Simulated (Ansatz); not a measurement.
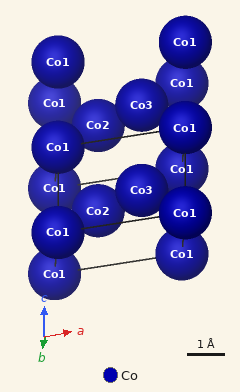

A crystal of Co (a generated structure, set up in P6/mmm), before the relaxation. Style: spheres-only. Shown: the cell of the calculation, repeated 1 × 1 × 2 with one cell outlined, from a free direction.

Phase: omega (AlB2-type).

Theory: DFT, LDA (PW92), plane waves (420 eV) with PAW, scalar-relativistic (Ansatz 0.2.0).

The input:
```yaml
crystal:
  lattice:
    - [3.9701439143, 0.0, 0.0]
    - [-1.9850719572, 3.4382454865, 0.0]
    - [0.0, 0.0, 2.4336982195]
  atoms:
    - { symbol: Co, position: [0.0, 0.0, 0.0], spin: 1.7 }
    - { symbol: Co, position: [0.3333333333, 0.6666666667, 0.5], spin: 1.7 }
    - { symbol: Co, position: [0.6666666667, 0.3333333333, 0.5], spin: 1.7 }
hamiltonian:
  xc: lda
  pseudopotentials:
    kind: paw
    azcp:
      Co: "pseudopotentials/Co.paw.azcp"
basis:
  ecutwfc: 420
  fft_grid_basis: typed
kpoints:
  mp_grid: { grid: [9, 9, 13], shift: [0, 0, 0] }
magnetization:
  spin_polarized: true
scf:
  occupations: { method: fermi_dirac, width: 0.05 }
relax:
  max_steps: 60
  f_tol: 0.01
  cell: {}
```

Predict the outcome.

The energy falls by 52.7 meV per atom in 4 accepted moves (6 points after the start). All forces vanish by symmetry, so only the cell relaxes. Pressure: −17.76 GPa at the start and 0.00 GPa at the end. The SCF was repeated twice at an unchanged geometry on a basis and grid sized afresh for the cell, which shifted the energy by 1.0 meV per atom at most. No atom moves by more than 0.005 Å relative to the cell. Cell: a = b 3.970 → 3.856 Å (−2.9 %), c 2.434 → 2.377 Å (−2.3 %). Volume −7.9 %. Some distances before and after: Co2–Co3 2.292 → 2.226 Å, Co1–Co1 2.434 → 2.377 Å. The space group stays P6/mmm (No. 191). The program noted that a PAW file was made for another functional than the run's. The run took roughly 90 core-seconds on a shared host.

The structure at the end:

```xyz
3
Lattice="3.8556 0.0000 0.0000 -1.9278 3.3390 0.0000 0.0000 0.0000 2.3767" Properties=species:S:1:pos:R:3 pbc="T T T"
Co    3.8556    0.0000    0.0000
Co    0.0000    2.2260    1.1884
Co    1.9278    1.1130    1.1884
```

After the run, drawn alike:

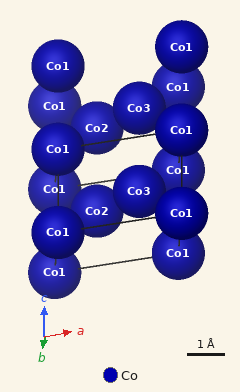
